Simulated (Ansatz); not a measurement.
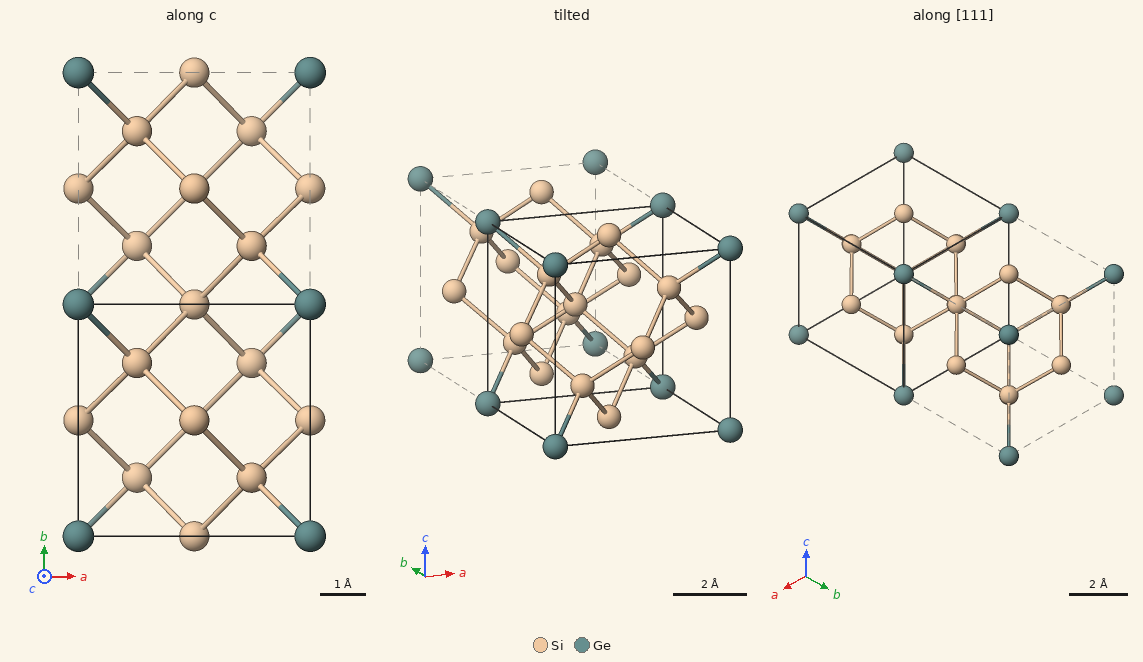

Ball-and-stick model, viewed along the c axis, slightly off an axis and along [111]. The solid frame is a single conventional unit cell within a 1×2×1 block. Cell: a = 5.178 Å, b = 5.178 Å, c = 5.178 Å, α = 90.00°, β = 90.00°, γ = 90.00°.

Formula: Si₇Ge. The symmetry is that of P-43m (No. 215), on a primitive cubic lattice. The cell comprises 1 formula unit: 7 Si, 1 Ge. Around each Ge lie four Si in a tetrahedral arrangement at about 2.3 Å. Si takes two kinds of site: 4e with three Si and one Ge in a tetrahedral arrangement (about 2.2 Å to Si, 2.3 Å to Ge); 3c with four Si in a tetrahedral arrangement at about 2.2 Å. The bonds build a three-dimensional framework.

Origin of the cell: a structure listed in the Materials Project. It was relaxed with Ansatz 0.2.0, DFT PBEsol, scalar-relativistic, plane waves, PAW under a constraint or pressure on the cell, so some stress remains.

At this level of theory the run's own cell isn't at rest (compressed, at 20 GPa), so its distances can differ from those at equilibrium, the more so the softer the solid.
